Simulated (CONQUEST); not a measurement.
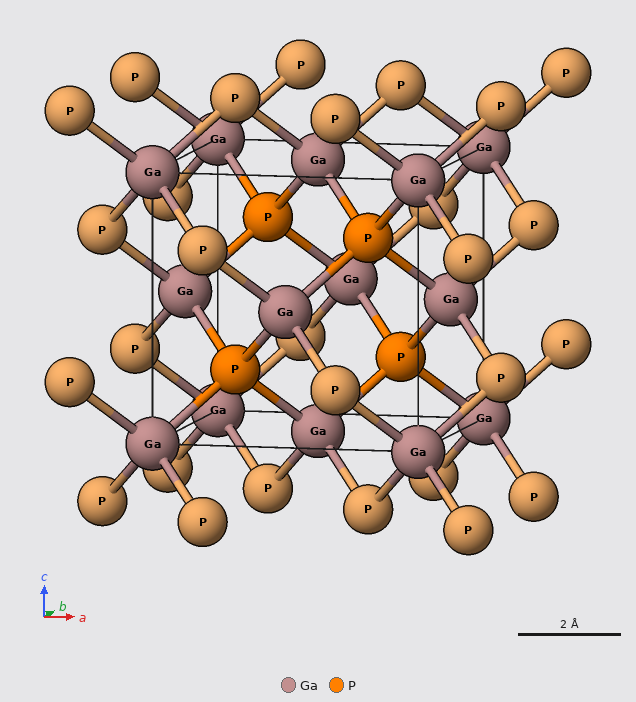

**Figure 1.** The structure as given in the input (ball-and-stick view of the cell 2 times as large as that of the calculation, set on its symmetry axes, seen slightly off an axis; neighbours outside the cell are drawn fainter). Near neighbours in the crystal (not all of them lie inside the picture): Ga has 4 P at 2.34 Å; P has 4 Ga at 2.34 Å.

**Single-point calculation at one volume of an equation of state of GaP**

GaP (F-43m, 4 atoms in the cell), computed with Kohn-Sham DFT of a periodic cell, PBE, PseudoDojo NC PBE, no spin polarisation (CONQUEST 1.3).

The structure derives from an entry of the Crystallography Open Database. It belongs to a series of runs on one base structure; here: volume scaled by 0.98.

## Input
```
IO.Title GaP
IO.Coordinates coords.dat
IO.FractionalAtomicCoords T
IO.Iprint 2
IO.Iprint_init 1
General.NumberOfSpecies 2
General.PseudopotentialType hamann
AtomMove.TypeOfRun static
AtomMove.FullStress T
Grid.PointsAlongX 36
Grid.PointsAlongY 36
Grid.PointsAlongZ 60
DM.SolutionMethod diagon
Diag.MPMesh T
Diag.GammaCentred T
Diag.MPMeshX 7
Diag.MPMeshY 7
Diag.MPMeshZ 5
Diag.kT 0.00183747
minE.SCTolerance 1e-6
SC.MaxIters 100
IO.AtomChargeOutput T
%block ChemicalSpeciesLabel
1 69.720 Ga
2 30.970 P
%endblock
```

Command:
```bash
Conquest
```

## What the program printed
```
Simulation cell dimensions:     7.2343 a0 x     7.2343 a0 x    10.2308 a0

      Atomic coordinates (a0)
         Atom         X         Y         Z  Species
            1    0.0000    0.0000    0.0000        1
            2    3.6171    3.6171    5.1154        1
            3    0.0000    3.6171    2.5577        2
            4    3.6171    0.0000    7.6731        2

         Monkhorst-Pack mesh:   7 x   7 x   5 gamma-centred
        This calculation includes non-local pseudopotentials,
         with a maximum core radius of      8.05697590

    Job title: GaP
    Job to be run: static calculation

    Ground state search:
      Support functions represented with PAO basis
      1:1 PAO to SF mapping
      Non-spin-polarised electrons
      Solving for the K matrix using diagonalisation
      Using Fermi-Dirac smearing

    Integration grid size:     36 x   36 x   60

    Integration grid spacing:  0.201 a0 x 0.201 a0 x 0.171 a0

    Number of species:  2
    --------------------------------------------------------
    |   #  mass (au)  Charge (e)  SF Rad (a0)  NSF  Label  |
    --------------------------------------------------------
    |   1     69.720      13.000        8.440    9  Ga     |
    |   2     30.970       5.000        7.033    4  P      |
    --------------------------------------------------------
          SCF tolerance:                 0.00000100
          SCF iterations:               100

    The functional used will be GGA PBE96

           radial cut-off to be used is taken to be max PAO cut-off radius for this species:    8.056976

           greatest ang. mom. for making density from PAOs:  2

           radial cut-off to be used is taken to be max PAO cut-off radius for this species:    6.725484

           greatest ang. mom. for making density from PAOs:  1
    Minimum blocs/proc is     1215. Maximum blocs/proc is     1215
    set_atom_dens: In set_atomic_density, electrons :      36.000000000000
 matrix_size & matrix_size_padH =           26          26

    Screened ion int: energy:    -132.315142942631 Ha

    new_SC_potl: Starting.  Tolerance:  0.10000E-05

    PulayMixSC: Starting Pulay mixing, A_up =  0.500 A_dn =  0.500
    PulayMixSC: Spin non-polarised calculation.
          Harris-Foulkes Energy            :      -166.747529877437273 Ha
          (TS=0 as O(N) or entropic contribution is negligible)
          DFT Total Energy                 :      -166.716361313506241 Ha
          Total number of electrons        :        35.999999999999417
    PulayMixSC: Pulay iteration     1 residual:              0.21308E-02
          Harris-Foulkes Energy            :      -166.731208799152284 Ha
          (TS=0 as O(N) or entropic contribution is negligible)
          DFT Total Energy                 :      -166.730754345531608 Ha
          Total number of electrons        :        36.000008202330442
    PulayMixSC: Pulay iteration     2 residual:              0.66442E-03
          Harris-Foulkes Energy            :      -166.730863332176739 Ha
          (TS=0 as O(N) or entropic contribution is negligible)
          DFT Total Energy                 :      -166.730789721622898 Ha
          Total number of electrons        :        36.000011684605710
    PulayMixSC: Pulay iteration     3 residual:              0.29227E-03
          Harris-Foulkes Energy            :      -166.730796331685326 Ha
          (TS=0 as O(N) or entropic contribution is negligible)
          DFT Total Energy                 :      -166.730796053365964 Ha
          Total number of electrons        :        36.000014205597637
    PulayMixSC: Pulay iteration     4 residual:              0.94212E-05
          Harris-Foulkes Energy            :      -166.730796073749843 Ha
          (TS=0 as O(N) or entropic contribution is negligible)
          DFT Total Energy                 :      -166.730796073471225 Ha
          Total number of electrons        :        36.000014080729535
    PulayMixSC: Pulay iteration     5 residual:              0.22277E-06
    PulayMixSC: Reached SCF tolerance of  0.22277E-06 after      5 iterations
      | Number of electrons      =        36.000014
      |* band energy as 2Tr[K.H] =       -20.999897720783693 Ha
      |  screened ion-ion energy =      -132.315142942630672 Ha
      |  Ha correction           =         1.118987010169235 Ha
      |  XC correction           =       -14.534737415544553 Ha
      |* Harris-Foulkes energy   =      -166.730796073749843 Ha
      |* DFT total energy        =      -166.730796073471225 Ha
      |  estimated accuracy      =        -0.000000000278618 Ha

    force: Forces on atoms (Ha/a0)
    force:  Atom   X              Y              Z
    force:     1   0.0000000000   0.0000000000   0.0000000000
    force:     2  -0.0000000000   0.0000000000  -0.0000000000
    force:     3  -0.0000000000   0.0000000000   0.0000000000
    force:     4   0.0000000000   0.0000000000   0.0000000000

    force: Maximum force :        0.00000000(Ha/a0) on atom         1 in z direction
    force: Force Residual:        0.00000000 Ha/a0
    force: Total stress:        -11.45250537     0.00000000     0.00000000 GPa
                             0.00000000   -11.45250537     0.00000000
                             0.00000000     0.00000000   -11.14080474
    force: Average pressure:     11.34860516 GPa

    force: Finished force
    get_E_and_F: Change in energy during last step of electronic optimisation:  0.25794E-06

    BIBLIOGRAPHY: Please consider citing the following references in the conquest.bib file

    CONQUEST:         Bowler2002pt, Miyazaki2004, Nakata2020
    Basis:            Bowler2019
    DM:               Bowler:2006xr
    Pseudopotentials: Hamann2013, Bowler2019
    XC functional:    Perdew1996
```

## File coords.dat
```
    7.2342842946     0.0000000000     0.0000000000
    0.0000000000     7.2342842946     0.0000000000
    0.0000000000     0.0000000000    10.2308229632
4
  0.0000000000   0.0000000000   0.0000000000 1 T T T
  0.5000000000   0.5000000000   0.5000000000 1 T T T
  0.0000000000   0.5000000000   0.2500000000 2 T T T
  0.5000000000   0.0000000000   0.7500000000 2 T T T
```

## Summary

```tsv
quantity	value
outcome	converged
space group (tolerance 0.01 Å)	F-43m (216)
electrons treated	36
free energy	−4536.9761 eV
Fermi energy	−3.670 eV
gap on the k-point mesh	2.33 eV
pressure	11.35 GPa
largest force (length of the vector)	under 0.001 eV/Å
hardware	1 thread of Intel Xeon (Sapphire Rapids), 16 GiB of memory available, shared host
wall time	15 s
peak memory	0.34 GiB
```

## Notes

Points of doubt noted for this run: small atomic basis. The cell is under a pressure of 11.3 GPa at this level, so it is not at its equilibrium volume.
